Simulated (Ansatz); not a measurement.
# Phonons of BN (P6_3/mmc) against volume

Does BN (P6_3/mmc) expand much on heating, by its phonons?

Method: DFT LDA, scalar-relativistic, plane waves, PAW; PAW set soft_1, in Ansatz 0.2.0.

The database entry behind the starting cell differs from later determinations by our own check (about 0.3 % short, minor phase), so it need not match the best structure at ambient conditions.

## (1) Set-up

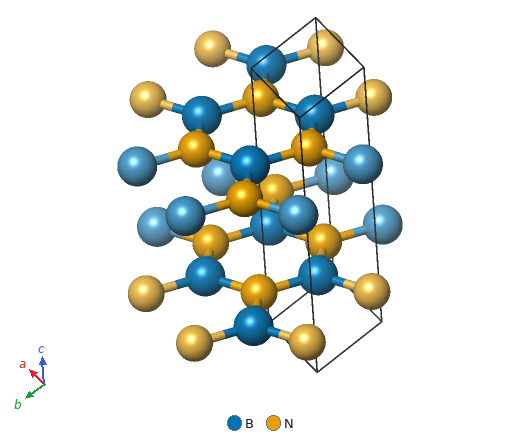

Start, viewed from a free direction; boron blue, nitrogen orange. 2×2×1 cells are drawn. Some periodic images of atoms are drawn too.

As a file:

```cif
data_structure
_symmetry_space_group_name_H-M 'P 1'
_symmetry_Int_Tables_number 1
_cell_length_a 2.4883
_cell_length_b 2.4883
_cell_length_c 6.4922
_cell_angle_alpha 90.000
_cell_angle_beta 90.000
_cell_angle_gamma 120.000
_cell_volume 34.81
loop_
_atom_site_label
_atom_site_type_symbol
_atom_site_fract_x
_atom_site_fract_y
_atom_site_fract_z
_atom_site_occupancy
B1 B 0.33333 0.66667 0.25000 1
B2 B 0.66667 0.33333 0.75000 1
N3 N 0.33333 0.66667 0.75000 1
N4 N 0.66667 0.33333 0.25000 1
```

## (2) Response at finite wavevector

The cell comes from relaxations at this level that are not shown. Stability and thermal properties need the whole zone. Linear response on a 6×6×2 q mesh gives force constants as far as a supercell of that size would, and the tensors from the zone-centre run are typed in so that the long-range dipole term is interpolated apart.

The input, input.yaml:

```yaml
crystal:
  lattice:
    - [2.4883378727, 0.0, 0.0]
    - [-1.2441689363, 2.1549638109, 0.0]
    - [0.0, 0.0, 6.4922271632]
  atoms:
    - { symbol: B, position: [0.3333333333, 0.6666666667, 0.25] }
    - { symbol: B, position: [0.6666666667, 0.3333333333, 0.75] }
    - { symbol: "N", position: [0.3333333333, 0.6666666667, 0.75] }
    - { symbol: "N", position: [0.6666666667, 0.3333333333, 0.25] }
kpoints:
  mp_grid: { grid: [12, 12, 4] }
hamiltonian:
  xc: lda
  pseudopotentials: { kind: paw, azcp: { folder: soft_1 }, xc_functional: pbe }
scf:
  occupations: { method: fixed }
output:
  eigenvalues: true
phonons:
  method: dfpt
  qmesh: [6, 6, 2]
  temperatures: { t_max: 1000, t_step: 50 }
  qpath:
    path:
      - [[0.0, 0.0, 0.0], [0.5, 0.0, 0.0], [0.33333333, 0.33333333, 0.0], [0.0, 0.0, 0.0], [0.0, 0.0, 0.5], [0.5, 0.0, 0.5], [0.33333333, 0.33333333, 0.5], [0.0, 0.0, 0.5]]
      - [[0.5, 0.0, 0.5], [0.5, 0.0, 0.0]]
      - [[0.33333333, 0.33333333, 0.5], [0.33333333, 0.33333333, 0.0]]
    npoints: 10
  non_analytic_term:
    high_frequency_dielectric_tensor: [[4.8916, 0.0, 0.0], [0.0, 4.8916, 0.0], [0.0, 0.0, 2.8531]]
    born_effective_charges:
      - { species: B, tensor: [[2.707, 0.0, 0.0], [0.0, 2.707, 0.0], [0.0, 0.0, 0.8046]] }
      - { species: B, tensor: [[2.707, 0.0, 0.0], [0.0, 2.707, 0.0], [0.0, 0.0, 0.8046]] }
      - { species: "N", tensor: [[-2.707, 0.0, 0.0], [0.0, -2.707, 0.0], [0.0, 0.0, -0.8046]] }
      - { species: "N", tensor: [[-2.707, 0.0, 0.0], [0.0, -2.707, 0.0], [0.0, 0.0, -0.8046]] }
    source: "zone-centre run at this cell"
```

The run is started by

```bash
ansatz run input.yaml --threads 4 --pin off --max-ram 10240MiB --backend cpu --events-out ev --progress --plain --runs-dir out
```

Numbers of over 12 decimals in the logs are rounded to 6 here.

Output:

```text
Warning: phonons: the dynamical matrix that this run interpolates holds no multipole term above the dipole-dipole one, and a site of this crystal is no centre of inversion, so its interpolated transverse optical and acoustic branches and sound speeds can stay off near Gamma, and the density of states and the thermodynamics with them. What a run solves at a wave vector of phonons.qpoints, Gamma apart, where the deck admits one, is free of this, and under fd what a larger phonons.supercell samples
Engine: ansatz 0.2.0, aarch64-unknown-linux-gnu
Pseudopotentials: kind: paw
Pseudopotential: B, paw, valence charge 3, recommended cutoff 420 eV (normal), soft_1/B.paw.azcp
Pseudopotential: N, paw, valence charge 5, recommended cutoff 420 eV (normal), soft_1/N.paw.azcp
Functional definition: SPW92
  exchange = slater_x
  correlation = pw_c
Crystal: 4 atoms, lattice volume = 34.813 Å³
Basis set: ecut = 420 eV, 663 PW (Γ), exchange–correlation on 36×36×96 points (8 copies of the dense FFT grid, shifted against one another)
Bands: 12, of which v1, the nominal top of the filled ones, is band 8 counted from 1 (7 counted from 0)
Symmetry: 24 space group operations
k-points: 57 of 576
Non-local potential: B, projectors of the file, l = 0: 2, l = 1: 2, l = 2: 1
Non-local potential: N, projectors of the file, l = 0: 2, l = 1: 2, l = 2: 1
PAW form: soft (Blöchl's): semilocal exchange-correlation on the pseudo side does not see the compensation charge
PAW frozen core: B, regenerated for the run's functional, and the local potential with it (the file was generated under x = pbe(κ = 0.804, μ = 0.219515), c = pbe(β = 0.066725))
PAW frozen core: N, regenerated for the run's functional, and the local potential with it (the file was generated under x = pbe(κ = 0.804, μ = 0.219515), c = pbe(β = 0.066725))
PAW one-centre angular grid: B, 110 points (default); XC on 64 Gauss nodes
PAW one-centre angular grid: N, 110 points (default); XC on 64 Gauss nodes
Initial density: superposition of atomic densities (chi_scale 0.1, normalization cell, long waves kept (reshape's long-wave potential 0.01 eV rms))
Initial wavefunctions: pseudopotential atomic-orbital guess
Functional: x = slater, c = lda
SCF iter   1: F=—  HF=-1055.602832 eV  |F-HF|=—  |Δ(HF+E_count)|=         —  Δρ=1.50e-1  dr2=7.55e0  ethr=3.10e-3  ⟨swp⟩=4.9  Hψ=3628  notcnv=0  defer=76
preconditioner: auto → none  [insulator: Δε(μ)=5.712 eV  Ē_g=17.133 eV  n_scr=4 (ndim 8)  ℏωp=25.2 eV  f_vac=0.000  ε∞_Penn≈3.2]
SCF iter   2: F=—  HF=-1053.017097 eV  |F-HF|=—  |Δ(HF+E_count)|=    2.59e0  Δρ=7.09e-2  dr2=9.51e-1  ethr=3.10e-3  ⟨swp⟩=3.1  Hψ=1959  notcnv=0  defer=112
SCF iter   3: F=—  HF=-1052.731923 eV  |F-HF|=—  |Δ(HF+E_count)|=   2.85e-1  Δρ=2.26e-2  dr2=9.87e-2  ethr=3.10e-3  ⟨swp⟩=2.4  Hψ=1479  notcnv=0  defer=109
SCF iter   4: F=—  HF=-1052.706128 eV  |F-HF|=—  |Δ(HF+E_count)|=   2.58e-2  Δρ=8.11e-3  dr2=1.22e-2  ethr=6.17e-4  ⟨swp⟩=2.1  Hψ=1036  notcnv=0  defer=114
SCF iter   5: F=—  HF=-1052.703380 eV  |F-HF|=—  |Δ(HF+E_count)|=   2.75e-3  Δρ=1.14e-3  dr2=2.02e-4  ethr=7.60e-5  ⟨swp⟩=2.9  Hψ=1244  notcnv=0  defer=114
SCF iter   6: F=—  HF=-1052.703361 eV  |F-HF|=—  |Δ(HF+E_count)|=   1.92e-5  Δρ=1.43e-4  dr2=4.02e-6  ethr=1.26e-6  ⟨swp⟩=1.8  Hψ=1035  notcnv=0  defer=103
SCF iter   7: F=—  HF=-1052.703360 eV  |F-HF|=—  |Δ(HF+E_count)|=   1.12e-6  Δρ=4.84e-6  dr2=4.83e-9  ethr=2.51e-8  ⟨swp⟩=2.4  Hψ=1121  notcnv=0  defer=12
SCF iter   8: F=—  HF=-1052.703359 eV  |F-HF|=—  |Δ(HF+E_count)|=   5.57e-7  Δρ=6.86e-7  dr2=1.17e-10  ethr=3.02e-11  ⟨swp⟩=2.5  Hψ=1104  notcnv=0  defer=3
SCF iter   9: F=-1052.703359 eV  HF=-1052.703359 eV  |F-HF|=4.55e-13  |Δ(HF+E_count)|=  3.09e-11  Δρ=4.63e-8  dr2=4.38e-13  ethr=1.00e-12  ⟨swp⟩=7.3  Hψ=4125  notcnv=0
SCF 1 converged in 9 iterations: F = -1052.703359 eV  dr2 = 4.38e-13
  greatest PAW one-centre occupation: 0.795 electrons in one spin orbital (limit 2), on the N atom at site 3 (counted from 0), in its partial waves of l = 0
NSCF: frozen V_eff on 57 k-points
NSCF: frozen V_eff on 129 k-points
DFPT response loops at q = (0, 0, 0) (fractional): preconditioner auto → Resta (q_TF=auto, 2.397 Å⁻¹)  ε∞=3.8 (no band partly filled); β = 1.00, the filter's whole step (`scf.mixing.beta` (0.50) is not read by the response loops at its default; to damp them type it under 1.00, their step now; it binds the ground state too); Broyden in place of MSR1
NSCF: frozen V_eff on 258 k-points
DFPT response loops at q = (0, 0, -0.5) (fractional): mixed as the last ones told, above
NSCF: frozen V_eff on 468 k-points
DFPT response loops at q = (0, 0.166667, 0) (fractional): mixed as the last ones told, above
NSCF: frozen V_eff on 468 k-points
DFPT response loops at q = (0, 0.166667, -0.5) (fractional): mixed as the last ones told, above
NSCF: frozen V_eff on 468 k-points
DFPT response loops at q = (0, 0.333333, 0) (fractional): preconditioner auto → none (the input reference at scf.mixing.eps_inf says where Resta's filter doesn't serve); β = 0.50; Broyden in place of MSR1
NSCF: frozen V_eff on 468 k-points
DFPT response loops at q = (0, 0.333333, -0.5) (fractional): preconditioner auto → Resta (q_TF=auto, 2.397 Å⁻¹)  ε∞=3.8 (no band partly filled); β = 1.00, the filter's whole step (`scf.mixing.beta` (0.50) is not read by the response loops at its default; to damp them type it under 1.00, their step now; it binds the ground state too); Broyden in place of MSR1
NSCF: frozen V_eff on 258 k-points
DFPT response loops at q = (0, -0.5, 0) (fractional): preconditioner auto → none (the input reference at scf.mixing.eps_inf says where Resta's filter doesn't serve); β = 0.50; Broyden in place of MSR1
NSCF: frozen V_eff on 258 k-points
DFPT response loops at q = (0, -0.5, -0.5) (fractional): mixed as the last ones told, above
NSCF: frozen V_eff on 864 k-points
DFPT response loops at q = (0.166667, 0.166667, 0) (fractional): mixed as the last ones told, above
NSCF: frozen V_eff on 864 k-points
DFPT response loops at q = (0.166667, 0.166667, -0.5) (fractional): preconditioner auto → Resta (q_TF=auto, 2.397 Å⁻¹)  ε∞=3.8 (no band partly filled); β = 1.00, the filter's whole step (`scf.mixing.beta` (0.50) is not read by the response loops at its default; to damp them type it under 1.00, their step now; it binds the ground state too); Broyden in place of MSR1
NSCF: frozen V_eff on 864 k-points
DFPT response loops at q = (0.166667, 0.333333, 0) (fractional): preconditioner auto → none (the input reference at scf.mixing.eps_inf says where Resta's filter doesn't serve); β = 0.50; Broyden in place of MSR1
NSCF: frozen V_eff on 864 k-points
DFPT response loops at q = (0.166667, 0.333333, -0.5) (fractional): mixed as the last ones told, above
NSCF: frozen V_eff on 468 k-points
DFPT response loops at q = (0.333333, 0.333333, 0) (fractional): mixed as the last ones told, above
NSCF: frozen V_eff on 468 k-points
DFPT response loops at q = (0.333333, 0.333333, -0.5) (fractional): mixed as the last ones told, above
SCF converged after 9 iterations
Free energy (F): -1052.703359 eV
Harris-Foulkes:  -1052.703359 eV  (|F-HF|=4.55e-13)
Internal energy: -1052.703359 eV  (E = F + TS)
E sigma→0 (E₀):  -1052.703359 eV
Fermi energy:    4.823169 eV
--- Per-component energies (eV) ---
  E_band       = -36.794748
  E_kinetic    = 363.763137
  E_local      = -642.409207  (includes V_loc(G=0)·N_el)
  E_nonlocal   = 90.321737
  E_hartree    = 214.102395
  E_xc         = -182.175119
  E_vxc        = -225.883432  (∫ρ·V_xc dr)
  E_paw        = -384.106343  (= ΣΔE_a)
  E_vpaw       = -50.793595  (= ΣTr[D̂ρ^β])
  E_aug_tail   = 0.001806  (compensation charges beyond the density's cutoff)
  E_ewald      = -512.453522
  E_core_change = 0.251757  (= ΣΔE_core)
  E_smearing   = -0.000000  (= −TS)
  E_closure    = 0.000000  (closes the sum)
  Σ components = -1052.703359   (vs F -1052.703359, Δ=0.00e0)
--- Band table (eV; the first three rows and the last of 57) ---
  k-point 0: bands = [... 4 lower, 3.4913, 3.4913, 3.5365, 3.5365, 9.9097, 15.1810, 16.4083, 16.4083]
  k-point 1: bands = [... 4 lower, 3.4978, 3.4978, 3.5299, 3.5299, 10.6790, 14.3268, 16.4297, 16.4297]
  k-point 2: bands = [... 4 lower, 3.5141, 3.5141, 3.5141, 3.5141, 12.4698, 12.4698, 16.4819, 16.4819]
  k-point 56: bands = [... 4 lower, -2.2665, -2.2665, 4.8027, 4.8027, 9.3428, 9.3428, 16.4722, 16.4722]
--- Phonons (Γ-DFPT): 4 representative perturbations + reference (Σ response iterations 12) ---
  ASR residual: 2.668e-5 → 0.000e0 eV/Å²; symmetrization residual: 9.072e-7 eV/Å²
  ASR residual per site (eV/Å²): 7.86e-6 7.86e-6 2.67e-5 2.67e-5
  Γ frequencies (cm⁻¹): 0.00 0.00 0.00 49.97 49.97 112.94 752.20 811.34 1385.72 1385.72 1385.79 1385.79
--- Phonons (arbitrary-q DFPT): 14 irreducible q on the 6×6×2 mesh ---
  q = [0.0000, 0.0000, 0.0000] (star 1, of the zone-centre solve; hermiticity 4.20e-8, symmetrization 1.60e-11): 0.00 0.00 0.00 49.97 49.97 112.94 752.20 811.34 1385.72 1385.72 1385.79 1385.79
  q = [0.0000, 0.0000, -0.5000] (star 1, 4 solved perturbations in 372 linear systems a pass and spin channel, the states on 129 of 576 k-point pairs; hermiticity 4.00e-8, symmetrization 1.39e-10): 35.22 35.22 35.22 35.22 79.76 79.76 815.15 815.15 1385.76 1385.76 1385.76 1385.76
  q = [0.0000, 0.1667, 0.0000] (star 6, 6 solved perturbations on 234 of 576 k-point pairs; hermiticity 3.24e-8, symmetrization 2.05e-11): 65.83 118.57 292.95 297.39 493.22 495.74 732.10 785.99 1356.78 1357.76 1478.09 1583.57
  q = [0.0000, 0.1667, -0.5000] (star 6, 6 solved perturbations on 234 of 576 k-point pairs; hermiticity 3.27e-8, symmetrization 1.96e-11): 96.36 96.36 295.17 295.17 493.99 493.99 766.72 766.72 1357.27 1357.27 1517.03 1517.03
  q = [0.0000, 0.3333, 0.0000] (star 6, 6 solved perturbations on 234 of 576 k-point pairs; hermiticity 2.59e-8, symmetrization 2.86e-11): 208.57 214.45 485.73 488.67 666.31 707.12 911.52 913.65 1306.54 1307.72 1436.83 1472.59
  q = [0.0000, 0.3333, -0.5000] (star 6, 6 solved perturbations on 234 of 576 k-point pairs; hermiticity 2.52e-8, symmetrization 2.86e-11): 212.29 212.29 487.21 487.21 688.30 688.30 912.82 912.82 1307.14 1307.14 1454.01 1454.01
  q = [0.0000, -0.5000, 0.0000] (star 3, 6 solved perturbations on 129 of 576 k-point pairs; hermiticity 2.76e-8, symmetrization 3.12e-11): 317.81 318.91 548.32 551.17 604.90 624.33 1165.33 1167.47 1284.99 1285.87 1310.54 1320.80
  q = [0.0000, -0.5000, -0.5000] (star 3, 6 solved perturbations on 129 of 576 k-point pairs; hermiticity 2.73e-8, symmetrization 3.11e-11): 319.65 319.65 549.76 549.76 614.99 614.99 1166.48 1166.48 1285.45 1285.45 1315.97 1315.97
  q = [0.1667, 0.1667, 0.0000] (star 6, 4 solved perturbations in 1332 linear systems a pass and spin channel, the states on 432 of 576 k-point pairs; hermiticity 2.64e-8, symmetrization 2.65e-12): 160.66 173.68 522.48 526.25 687.83 733.05 765.67 766.29 1319.74 1320.89 1457.20 1503.66
  q = [0.1667, 0.1667, -0.5000] (star 6, 4 solved perturbations in 1332 linear systems a pass and spin channel, the states on 432 of 576 k-point pairs; hermiticity 2.55e-8, symmetrization 9.97e-13): 168.04 168.04 524.33 524.33 711.96 711.96 767.06 767.06 1320.31 1320.31 1478.65 1478.65
  q = [0.1667, 0.3333, 0.0000] (star 12, 6 solved perturbations on 432 of 576 k-point pairs; hermiticity 2.21e-8, symmetrization 1.76e-15): 286.75 291.83 609.50 636.34 682.05 685.49 1042.42 1046.54 1291.87 1294.85 1325.93 1342.71
  q = [0.1667, 0.3333, -0.5000] (star 12, 6 solved perturbations on 432 of 576 k-point pairs; hermiticity 2.30e-8, symmetrization 8.51e-16): 290.42 290.42 623.53 623.53 683.83 683.83 1044.59 1044.59 1293.48 1293.48 1334.33 1334.33
  q = [0.3333, 0.3333, 0.0000] (star 2, 4 solved perturbations in 654 linear systems a pass and spin channel, the states on 234 of 576 k-point pairs; hermiticity 2.15e-8, symmetrization 3.71e-9): 324.66 324.66 579.83 579.83 870.57 875.06 1074.12 1074.12 1201.83 1201.83 1297.95 1302.53
  q = [0.3333, 0.3333, -0.5000] (star 2, 4 solved perturbations in 654 linear systems a pass and spin channel, the states on 234 of 576 k-point pairs; hermiticity 2.25e-8, symmetrization 3.50e-9): 326.39 326.39 579.73 579.73 872.85 872.85 1074.22 1074.22 1202.05 1202.05 1300.30 1300.30
  sum rule: each row above includes the acoustic sum rule's correction from the zone centre's row sums; it moved no ω² by more than (0.72 cm⁻¹)²
  mesh force constants: q→R imaginary residual 1.33e-18; ASR residual 2.668e-5 → 0.000e0 eV/Å²; symmetrization residual 7.816e-14 eV/Å²
  interpolated dispersion: 94 rows × 12 modes
  density of states and harmonic sums: on the 30×30×10 q-mesh, interpolated from the force constants of a 6×6×2 supercell (with the dipole–dipole term of supplied tensors)
  largest difference from the sums on the solved wave vectors: F 1.22e-3 eV, S 4.89e-6 and C_V 3.52e-6 eV/K
  zero-point energy: 0.623119 eV/cell   skipped modes (ω ≤ 0): 3   left out of the sums: 2.78e-5 of the cell's modes: C_V's classical limit lies that fraction below 3 k_B per atom; for a crystal, a wire or a layer, F and S can be off by more, and a phonons.interpolated_qmesh denser along its periods is the remedy for the sampling
```

Run time: 1.8 min. Hardware: 4 threads of Arm Neoverse V2, shared host; peak memory 0.7 GiB.

Numbers from this step:

| Quantity | Value |
| --- | --- |
| gap on the k-mesh | 4.065 eV |
| volume per atom | 8.703 Å³ |
| sum-rule residual before enforcement | 2.67e-5 eV/Å² |
| lowest frequency on the path | 0 cm⁻¹ |
| point group | 6/mmm |
| highest frequency on the path or at a solved wavevector | 1617 cm⁻¹ |
| mean frequency | 837.7 cm⁻¹ |
| Debye temperature (second moment) | 1756 K |
| logarithmic mean frequency | 684.4 cm⁻¹ |
| highest optical mode at the zone centre (no LO-TO term) | 1386 cm⁻¹ |
| lowest optical zone-centre mode | 49.97 cm⁻¹ |
| lowest mode on the q mesh (acoustic modes at Γ apart) | 35.22 cm⁻¹ |
| zero-point energy per atom | 155.8 meV |
| heat capacity at 300 K | 9.884 J/(mol atoms K) |
| vibrational entropy at 300 K | 7.481 J/(mol atoms K) |

Frequencies (cm⁻¹) solved at each irreducible wavevector; negative means imaginary. Frequencies by wavevector, by row:

| q in reciprocal lattice units | star | mode 1 | mode 2 | mode 3 | mode 4 | mode 10 | mode 11 | mode 12 |
| --- | --- | --- | --- | --- | --- | --- | --- | --- |
| 0 0 0 | 1 | 0 | 0 | 0 | 50 | 1386 | 1386 | 1386 |
| 0 0 -0.5 | 1 | 35.2 | 35.2 | 35.2 | 35.2 | 1386 | 1386 | 1386 |
| 0 0.1667 0 | 6 | 65.8 | 118.6 | 292.9 | 297.4 | 1358 | 1478 | 1584 |
| 0 0.1667 -0.5 | 6 | 96.4 | 96.4 | 295.2 | 295.2 | 1357 | 1517 | 1517 |
| 0 0.3333 0 | 6 | 208.6 | 214.4 | 485.7 | 488.7 | 1308 | 1437 | 1473 |
| 0 0.3333 -0.5 | 6 | 212.3 | 212.3 | 487.2 | 487.2 | 1307 | 1454 | 1454 |
| 0 -0.5 0 | 3 | 317.8 | 318.9 | 548.3 | 551.2 | 1286 | 1310 | 1321 |
| 0 -0.5 -0.5 | 3 | 319.6 | 319.6 | 549.8 | 549.8 | 1286 | 1316 | 1316 |
| 0.1667 0.1667 0 | 6 | 160.7 | 173.7 | 522.5 | 526.2 | 1321 | 1457 | 1504 |
| 0.1667 0.1667 -0.5 | 6 | 168 | 168 | 524.3 | 524.3 | 1320 | 1479 | 1479 |
| 0.1667 0.3333 0 | 12 | 286.8 | 291.8 | 609.5 | 636.3 | 1295 | 1326 | 1343 |
| 0.1667 0.3333 -0.5 | 12 | 290.4 | 290.4 | 623.5 | 623.5 | 1294 | 1334 | 1334 |
| 0.3333 0.3333 0 | 2 | 324.7 | 324.7 | 579.8 | 579.8 | 1202 | 1298 | 1302 |
| 0.3333 0.3333 -0.5 | 2 | 326.4 | 326.4 | 579.7 | 579.7 | 1202 | 1300 | 1300 |

Symmetry leaves 14 wavevectors to solve. The lowest mode among them, the acoustic zeros apart, lies at q = (0, 0, -0.5) and is real, 35.2 cm⁻¹.

(Continued in part 2 of 3.)

[Logs are printed without paths, hosts, clocks, repeated set-up lines and the standing remarks that a program may print on its own settings, such as how far it seeks lower states.]

[Hosts, paths, dates, database ids (printed as entryN), source tags and the programs' standing remarks are cut or masked in the printed files.]
